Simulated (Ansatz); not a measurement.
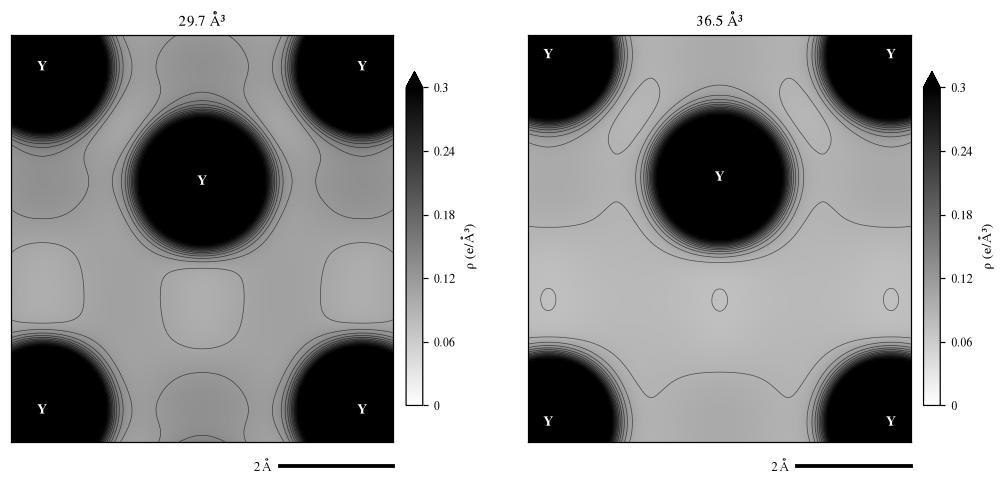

Y. The valence charge density (pseudo) of cells scaled evenly to different volumes (given per atom above each panel), on the (110) plane of each (indices in the axes of the cell below), at one length scale and on one colour scale.

A generated structure, not necessarily the stable one; spin-polarised.

Level of theory: Ansatz, DFT, r2SCAN, plane waves (500 eV) with PAW, scalar-relativistic.

The density is the valence pseudo-density of a PAW calculation; it isn't the true density close to the nuclei.

The largest cell:

```
Y
1.0
    -2.06413    2.51078    1.84058
     2.51078   -2.06413    1.84058
     4.20500    4.20500   -1.02253
Y
2
Direct
  0.04164 0.95836 0.00000
  0.70836 0.29164 0.50000
```

| volume (Å³/atom) | Y–Y contact in the plane (Å) | ρ at its midpoint (e/Å³) | largest moment (μB) | 
| --- | --- | --- | --- |
| 29.70 | 3.464 | 0.106 | 0.39 | 
| 33.75 | 3.614 | ? | ? | 
| 36.45 | 3.708 | 0.086 | 0.41 | 

Q: Estimate the missing row, and compare with the calculation.

A: Over the known rows ln ρ falls by 0.86 per Å of Y–Y distance (the line through the two), which gives 0.093 e/Å³ at 3.614 Å; the calculation gives 0.092 e/Å³. For the largest moment, a straight line in volume between the neighbouring rows gives 0.40 μB; the calculation gives 0.40.
